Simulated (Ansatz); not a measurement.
**PbI$_{2}$: geometry relaxation (part 2 of 2)**

Continued. System: PbI$_{2}$ (3 atoms in the cell). Method: DFT PBE, scalar-relativistic, plane waves, PAW, no spin polarisation (Ansatz 0.2.0); cutoff 420 eV, 9×9×4 k-mesh, Gaussian smearing of 0.02 eV. The structure derives from an entry of the Crystallography Open Database.

Geometry of the input (Å; fractional positions):
```
4.5550  0.0000  0.0000
-2.2775  3.9447  0.0000
0.0000  0.0000  6.9770
Pb 0.0000  0.0000  0.0000
I  0.3333  0.6667  0.2650
I  0.6667  0.3333  0.7350
```

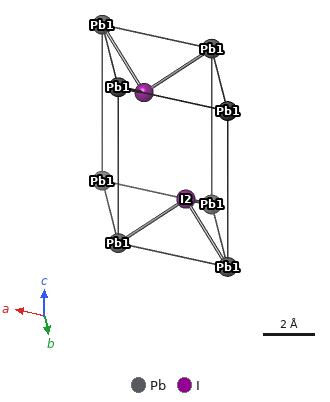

The geometry at step 3 of the log (ball-and-stick view of the cell of the calculation, seen at an oblique angle; atoms are numbered from 1 in the order of the input).

Output, continued:
```
relax step   5: F+E_penalty+E_count = -26934.24888510 eV  Δ(F+E_penalty+E_count) = -2.522e-3 eV  max|allowed force component| = 1.336e-2 eV/Å  Δτ_max = 0.0488 Å  P = -0.051 GPa  Ω = 145.108 Å³  energy of the carried Pulay correction = -1.868e-3 eV  (5 SCF iters, dr2 threshold 1.13e-7 eV, accepted)
Crystal: 3 atoms, lattice volume = 145.541 Å³
Basis set: ecut = 420 eV, 2839 PW (Γ), exchange–correlation on 64×64×96 points (8 copies of the dense FFT grid, shifted against one another)
iter 1 solved again at ethr=3.01e-7 eV; its pass at ethr=3.10e-3 eV (dr2=1.45e-4 eV) is discarded
SCF iter   1: F=—  HF=-26934.249116 eV  |F-HF|=—  |Δ(HF+E_count)|=         —  Δρ=2.84e-4  dr2=7.43e-5  ethr=3.01e-7  ⟨swp⟩=3.0  Hψ=8382  notcnv=0
preconditioner: auto → Resta (q_TF=auto, 2.268 Å⁻¹)  ε∞=2.5  [insulator: Δε(μ)=2.420 eV  Ē_g=13.282 eV  σ=0.020 eV  W_gap=1.00  n_scr=34 (ndim 8)  ℏωp=16.3 eV  f_vac=0.219  D(μ)=0.00/eV (n_scr^D=0)  ε∞_Penn≈2.5]
SCF iter   2: F=—  HF=-26934.249102 eV  |F-HF|=—  |Δ(HF+E_count)|=   1.36e-5  Δρ=1.44e-4  dr2=1.32e-5  ethr=1.55e-7  ⟨swp⟩=1.3  Hψ=1259  notcnv=0
SCF iter   3: F=—  HF=-26934.249111 eV  |F-HF|=—  |Δ(HF+E_count)|=   8.21e-6  Δρ=2.70e-5  dr2=5.84e-7  ethr=2.75e-8  ⟨swp⟩=2.0  Hψ=1580  notcnv=0
SCF iter   4: F=—  HF=-26934.249109 eV  |F-HF|=—  |Δ(HF+E_count)|=   1.71e-6  Δρ=4.46e-6  dr2=4.49e-8  ethr=1.22e-9  ⟨swp⟩=2.0  Hψ=1631  notcnv=0
SCF iter   5: F=-26934.249109 eV  HF=-26934.249109 eV  |F-HF|=3.51e-9  |Δ(HF+E_count)|=   6.21e-8  Δρ=1.65e-6  dr2=6.85e-9  ethr=2.59e-11  ⟨swp⟩=10.9  Hψ=8652  notcnv=0
SCF 6 converged in 5 iterations: F = -26934.249109 eV  dr2 = 6.85e-9
relax step   6: F+E_penalty+E_count = -26934.24910892 eV  Δ(F+E_penalty+E_count) = -2.238e-4 eV  max|allowed force component| = 3.246e-3 eV/Å  Δτ_max = 0.0109 Å  P = +0.012 GPa  Ω = 145.541 Å³  energy of the carried Pulay correction = -1.906e-3 eV  (5 SCF iters, dr2 threshold 1.24e-8 eV, accepted)
Crystal: 3 atoms, lattice volume = 145.799 Å³
iter 1 solved again at ethr=5.46e-8 eV; its pass at ethr=3.10e-3 eV (dr2=2.62e-5 eV) is discarded
SCF iter   1: F=—  HF=-26934.249113 eV  |F-HF|=—  |Δ(HF+E_count)|=         —  Δρ=7.13e-5  dr2=4.00e-6  ethr=5.46e-8  ⟨swp⟩=3.4  Hψ=7828  notcnv=0
preconditioner: auto → Resta (q_TF=auto, 2.267 Å⁻¹)  ε∞=2.5  [insulator: Δε(μ)=2.430 eV  Ē_g=13.279 eV  σ=0.020 eV  W_gap=1.00  n_scr=34 (ndim 8)  ℏωp=16.3 eV  f_vac=0.221  D(μ)=0.00/eV (n_scr^D=0)  ε∞_Penn≈2.5]
SCF iter   2: F=—  HF=-26934.249107 eV  |F-HF|=—  |Δ(HF+E_count)|=   6.32e-6  Δρ=3.87e-5  dr2=1.31e-6  ethr=8.33e-9  ⟨swp⟩=2.0  Hψ=2251  notcnv=0
SCF iter   3: F=—  HF=-26934.249108 eV  |F-HF|=—  |Δ(HF+E_count)|=   9.60e-7  Δρ=6.35e-6  dr2=1.22e-7  ethr=2.72e-9  ⟨swp⟩=2.0  Hψ=1614  notcnv=0
SCF iter   4: F=—  HF=-26934.249108 eV  |F-HF|=—  |Δ(HF+E_count)|=   5.53e-8  Δρ=2.23e-6  dr2=8.68e-9  ethr=2.54e-10  ⟨swp⟩=2.7  Hψ=2174  notcnv=0
SCF iter   5: F=—  HF=-26934.249108 eV  |F-HF|=—  |Δ(HF+E_count)|=   1.18e-8  Δρ=6.25e-7  dr2=9.21e-10  ethr=1.81e-11  ⟨swp⟩=2.3  Hψ=1859  notcnv=0
SCF iter   6: F=—  HF=-26934.249108 eV  |F-HF|=—  |Δ(HF+E_count)|=  5.38e-10  Δρ=1.78e-7  dr2=5.26e-11  ethr=1.92e-12  ⟨swp⟩=2.4  Hψ=2199  notcnv=0
SCF iter   7: F=-26934.249108 eV  HF=-26934.249108 eV  |F-HF|=7.28e-12  |Δ(HF+E_count)|=  1.42e-10  Δρ=3.88e-8  dr2=2.70e-12  ethr=1.00e-12  ⟨swp⟩=7.1  Hψ=6002  notcnv=0
SCF 7 converged in 7 iterations: F = -26934.249108 eV  dr2 = 2.70e-12
relax step   7: F+E_penalty+E_count = -26934.24910807 eV  Δ(F+E_penalty+E_count) = +8.536e-7 eV  max|allowed force component| = 6.197e-5 eV/Å  Δτ_max = 0.0024 Å  P = +0.002 GPa  Ω = 145.799 Å³  energy of the carried Pulay correction = -1.929e-3 eV  (7 SCF iters, accepted)
Basis set: ecut = 420 eV, 2839 PW (Γ), exchange–correlation on 64×64×108 points (8 copies of the dense FFT grid, shifted against one another)
Initial wavefunctions: pseudopotential atomic-orbital guess (no wavefunctions were taken with the density)
iter 1 solved again at ethr=1.96e-6 eV; its pass at ethr=3.10e-3 eV (dr2=9.42e-4 eV) is discarded
SCF iter   1: F=—  HF=-26934.206568 eV  |F-HF|=—  |Δ(HF+E_count)|=         —  Δρ=1.27e-3  dr2=1.42e-4  ethr=1.96e-6  ⟨swp⟩=3.0  Hψ=9223  notcnv=0
preconditioner: auto → Resta (q_TF=auto, 2.267 Å⁻¹)  ε∞=2.5  [insulator: Δε(μ)=2.421 eV  Ē_g=13.257 eV  σ=0.020 eV  W_gap=1.00  n_scr=34 (ndim 8)  ℏωp=16.3 eV  f_vac=0.219  D(μ)=0.00/eV (n_scr^D=0)  ε∞_Penn≈2.5]
SCF iter   2: F=—  HF=-26934.235512 eV  |F-HF|=—  |Δ(HF+E_count)|=   2.89e-2  Δρ=6.39e-4  dr2=2.77e-5  ethr=2.96e-7  ⟨swp⟩=3.9  Hψ=2319  notcnv=0
SCF iter   3: F=—  HF=-26934.246854 eV  |F-HF|=—  |Δ(HF+E_count)|=   1.13e-2  Δρ=3.06e-4  dr2=8.69e-6  ethr=5.77e-8  ⟨swp⟩=3.1  Hψ=2140  notcnv=0
SCF iter   4: F=—  HF=-26934.251242 eV  |F-HF|=—  |Δ(HF+E_count)|=   4.39e-3  Δρ=4.11e-5  dr2=1.16e-6  ethr=1.81e-8  ⟨swp⟩=2.5  Hψ=1876  notcnv=0
SCF iter   5: F=—  HF=-26934.251321 eV  |F-HF|=—  |Δ(HF+E_count)|=   7.88e-5  Δρ=6.43e-6  dr2=1.56e-7  ethr=2.43e-9  ⟨swp⟩=2.3  Hψ=1719  notcnv=0
SCF iter   6: F=—  HF=-26934.251322 eV  |F-HF|=—  |Δ(HF+E_count)|=   6.76e-7  Δρ=2.18e-6  dr2=4.26e-8  ethr=3.26e-10  ⟨swp⟩=2.0  Hψ=1593  notcnv=0
SCF iter   7: F=—  HF=-26934.251322 eV  |F-HF|=—  |Δ(HF+E_count)|=   3.94e-8  Δρ=9.11e-7  dr2=8.83e-9  ethr=8.87e-11  ⟨swp⟩=2.0  Hψ=1503  notcnv=0
SCF iter   8: F=—  HF=-26934.251322 eV  |F-HF|=—  |Δ(HF+E_count)|=   5.64e-9  Δρ=2.52e-7  dr2=5.77e-10  ethr=1.84e-11  ⟨swp⟩=2.0  Hψ=1510  notcnv=0
SCF iter   9: F=-26934.251322 eV  HF=-26934.251322 eV  |F-HF|=3.64e-12  |Δ(HF+E_count)|=  1.86e-10  Δρ=6.45e-8  dr2=2.55e-11  ethr=1.00e-12  ⟨swp⟩=6.2  Hψ=6414  notcnv=0
SCF 8 converged in 9 iterations: F = -26934.251322 eV  dr2 = 2.55e-11
relax step   8: F+E_penalty+E_count = -26934.25132157 eV  Δ(F+E_penalty+E_count) = -2.214e-3 eV  max|allowed force component| = 3.225e-5 eV/Å  Δτ_max = 0.0000 Å  P = +0.017 GPa  Ω = 145.799 Å³  stress off target by 4.57e-2 GPa  SCF on the basis re-selected at this cell (its energy is not comparable with the rows above)  (9 SCF iters)
basis re-selected at this cell: Δ(F+E_penalty+E_count) = -2.214e-3 eV, ΔP = +0.015 GPa vs the last step (what re-selecting the basis moved, of the pressure what is left beyond the Pulay correction that the steps carried, after the strain that the cell walked since its last selection, with what the two solves' SCF thresholds leave and, on support functions, any second-order correction that the steps lacked; it is no measure of the basis error at this ecutwfc). The dense FFT grid was sized anew with the basis: this SCF ran on 32×32×54 points, the steps before it on 32×32×48, so part of this shift can come from that change (see relax.cell in the input reference). This SCF's stress stands 4.57e-2 GPa from its target on what of the cell is left free (relax.cell.stress_tol is 5.00e-2 GPa) and its largest allowed force component is 3.23e-5 eV/Å (relax.f_tol is 5.00e-3 eV/Å): within both
SCF converged after 9 iterations
Free energy (F): -26934.251322 eV
Harris-Foulkes:  -26934.251322 eV  (|F-HF|=3.64e-12)
Internal energy: -26934.251322 eV  (E = F + TS)
E sigma→0 (E₀):  -26934.251322 eV
Fermi energy:    4.478602 eV
--- Per-component energies (eV) ---
  E_band       = -944.660359
  E_kinetic    = 662.294142
  E_local      = -6177.767359  (includes V_loc(G=0)·N_el)
  E_nonlocal   = 168.036669
  E_hartree    = 2976.765398
  E_xc         = -476.240018
  E_vxc        = -388.347436  (∫ρ·V_xc dr)
  E_paw        = -20034.918341  (= ΣΔE_a)
  E_vpaw       = -1162.406950  (= ΣTr[D̂ρ^β])
  E_aug_tail   = 0.000044  (compensation charges beyond the density's cutoff)
  E_ewald      = -4052.421858
  E_smearing   = -0.000000  (= −TS)
  E_closure    = 0.000000  (closes the sum)
  Σ components = -26934.251322   (vs F -26934.251322, Δ=0.00e0)
--- Forces (eV/Å), atoms counted from 1 ---
  atom   1  Pb     0.00000000     0.00000000     0.00000000
  atom   2  I     -0.00000000    -0.00000000     0.00003225
  atom   3  I      0.00000000     0.00000000    -0.00003225
  max |Σ_I F_I| component: 5.24e-31 eV/Å
--- Stress (GPa, compression-positive) ---
        0.003275      -0.000000       0.000000
        0.000000       0.003275      -0.000000
        0.000000      -0.000000       0.045686
  P = ⅓ Tr σ = 0.0174 GPa (0.174 kbar)
--- Band table (eV; the first three rows and the last of 43) ---
  k-point 0: bands = ["-40.2577", "-40.2577", "-40.2577", "-40.2577", "-40.2550", "-40.2550", "-40.2548", "-40.2548", "-40.2534", "-40.2534", "-12.6515", "-12.6515", "-12.6456", "-12.6375", "-12.6375", "-8.3617", "-7.8309", "-3.2709", "2.5234", "2.5234", "2.5813", "2.6981", "2.7044", "2.7044", "5.8352", "6.7252", "6.7252", "9.3795", "10.9635"]
  k-point 1: bands = ["-40.2577", "-40.2577", "-40.2577", "-40.2577", "-40.2550", "-40.2550", "-40.2549", "-40.2549", "-40.2534", "-40.2534", "-12.6515", "-12.6515", "-12.6456", "-12.6375", "-12.6375", "-8.3403", "-7.8603", "-3.2433", "2.2516", "2.5019", "2.5019", "2.7321", "2.7321", "3.0244", "5.7631", "6.6934", "6.6934", "9.7081", "10.7336"]
  k-point 2: bands = ["-40.2577", "-40.2577", "-40.2577", "-40.2577", "-40.2549", "-40.2549", "-40.2549", "-40.2549", "-40.2534", "-40.2534", "-12.6515", "-12.6515", "-12.6455", "-12.6375", "-12.6375", "-8.3160", "-7.8925", "-3.2155", "2.0897", "2.4847", "2.4847", "2.7556", "2.7556", "3.1842", "5.6931", "6.6623", "6.6623", "10.1798", "10.5798"]
  k-point 42: bands = ["-40.2576", "-40.2576", "-40.2576", "-40.2576", "-40.2550", "-40.2549", "-40.2549", "-40.2549", "-40.2533", "-40.2533", "-12.6658", "-12.6658", "-12.6359", "-12.6340", "-12.6340", "-7.7241", "-7.7241", "-3.8632", "0.9378", "0.9378", "1.2309", "2.6554", "2.6554", "3.2640", "7.0215", "7.0215", "7.6446", "10.5817", "11.0656"]
--- Relaxed structure (7 steps of the walk, 7 accepted, 1 SCFs on fresh bases) ---
  F+E_penalty+E_count = -26934.25132157 eV   max|allowed force component| = 3.225e-5 eV/Å   (the final SCF, on the basis selected at the relaxed cell)
  cell:  # Å, volume = 145.7992 Å³
    - [4.677947871016022, 0.0, 2.2786634179539285e-33]
    - [-2.338973935508011, 4.051221693879206, -1.5441276898225805e-33]
    - [3.490282034498655e-33, -7.15955289127929e-34, 7.6933195125679]
  atoms:
    - { symbol: Pb, position: [1.3015254484988933e-35, 7.594636617015661e-35, 2.0590230357872116e-84] }
    - { symbol: I, position: [0.33333333333333326, 0.6666666666666665, 0.2412178018213945] }
    - { symbol: I, position: [0.6666666666666665, 0.33333333333333326, 0.7587821981786054] }
```

Trajectory as extended XYZ (Å, eV, eV/Å), 8 frames, from step=1 to step=8:
```
3
Lattice="4.5550 0.0000 0.0000 -2.2775 3.9447 0.0000 0.0000 0.0000 6.9770" Properties=species:S:1:pos:R:3:forces:R:3 step=1 energy=-26934.18177 pressure_GPa=1.83
Pb    0.0000    0.0000    0.0000    0.0000   0.0000   0.0000
I     0.0000    2.6298    1.8489    0.0000   0.0000   0.1721
I     2.2775    1.3149    5.1281    0.0000   0.0000  -0.1721
3
Lattice="4.6655 0.0000 0.0000 -2.3328 4.0405 0.0000 0.0000 0.0000 7.2034" Properties=species:S:1:pos:R:3:forces:R:3 step=2 energy=-26934.23787 pressure_GPa=0.43
Pb    0.0000    0.0000    0.0000    0.0000   0.0000   0.0000
I     0.0000    2.6936    1.8405    0.0000   0.0000   0.0354
I     2.3328    1.3468    5.3629    0.0000   0.0000  -0.0354
3
Lattice="4.6985 0.0000 0.0000 -2.3492 4.0690 0.0000 0.0000 0.0000 7.3308" Properties=species:S:1:pos:R:3:forces:R:3 step=3 energy=-26934.24445 pressure_GPa=0.10
Pb    0.0000    0.0000    0.0000    0.0000   0.0000   0.0000
I     0.0000    2.7127    1.8366    0.0000   0.0000   0.0047
I     2.3492    1.3563    5.4942    0.0000   0.0000  -0.0047
3
Lattice="4.6863 0.0000 0.0000 -2.3431 4.0584 0.0000 0.0000 0.0000 7.4362" Properties=species:S:1:pos:R:3:forces:R:3 step=4 energy=-26934.24636 pressure_GPa=-0.06
Pb    0.0000    0.0000    0.0000    0.0000   0.0000   0.0000
I     0.0000    2.7056    1.8599    0.0000   0.0000  -0.0424
I     2.3431    1.3528    5.5763    0.0000   0.0000   0.0424
3
Lattice="4.6877 0.0000 0.0000 -2.3439 4.0597 0.0000 0.0000 0.0000 7.6249" Properties=species:S:1:pos:R:3:forces:R:3 step=5 energy=-26934.24889 pressure_GPa=-0.05
Pb    0.0000    0.0000    0.0000    0.0000   0.0000   0.0000
I     0.0000    2.7065    1.8538    0.0000   0.0000  -0.0134
I     2.3439    1.3532    5.7712    0.0000   0.0000   0.0134
3
Lattice="4.6801 0.0000 0.0000 -2.3400 4.0530 0.0000 0.0000 0.0000 7.6728" Properties=species:S:1:pos:R:3:forces:R:3 step=6 energy=-26934.24911 pressure_GPa=0.01
Pb    0.0000    0.0000    0.0000    0.0000   0.0000   0.0000
I     0.0000    2.7020    1.8534    0.0000   0.0000   0.0032
I     2.3400    1.3510    5.8194    0.0000   0.0000  -0.0032
3
Lattice="4.6779 0.0000 0.0000 -2.3390 4.0512 0.0000 0.0000 0.0000 7.6933" Properties=species:S:1:pos:R:3:forces:R:3 step=7 energy=-26934.24911 pressure_GPa=0.00
Pb    0.0000    0.0000    0.0000    0.0000   0.0000   0.0000
I     0.0000    2.7008    1.8558    0.0000   0.0000   0.0001
I     2.3390    1.3504    5.8376    0.0000   0.0000  -0.0001
3
Lattice="4.6779 0.0000 0.0000 -2.3390 4.0512 0.0000 0.0000 0.0000 7.6933" Properties=species:S:1:pos:R:3:forces:R:3 step=8 energy=-26934.25132 pressure_GPa=0.02
Pb    0.0000    0.0000    0.0000    0.0000   0.0000   0.0000
I     0.0000    2.7008    1.8558    0.0000   0.0000   0.0000
I     2.3390    1.3504    5.8376    0.0000   0.0000   0.0000
```

Summary:

| quantity | value |
| --- | --- |
| outcome | converged |
| space group (tolerance 0.01 Å) | P-3m1 (164) |
| electrons treated | 48 |
| free energy | −26934.2513 eV |
| Fermi energy | 4.479 eV |
| gap on the k-point mesh | 2.43 eV |
| pressure | 0.02 GPa |
| final volume | 145.80 Å³ |
| largest force (length of the vector) at the end | under 0.001 eV/Å |
| final cell | a = 4.678 Å, b = 4.678 Å, c = 7.693 Å, α = 90.00°, β = 90.00°, γ = 120.00° |
| hardware | 2 threads of Arm Neoverse V2, 24 GiB of memory available, shared host |
| wall time | 35 s (CPU time 68 s) |
| peak memory | 0.51 GiB |

Remarks:

Spin–orbit coupling is left out, which matters for Pb.
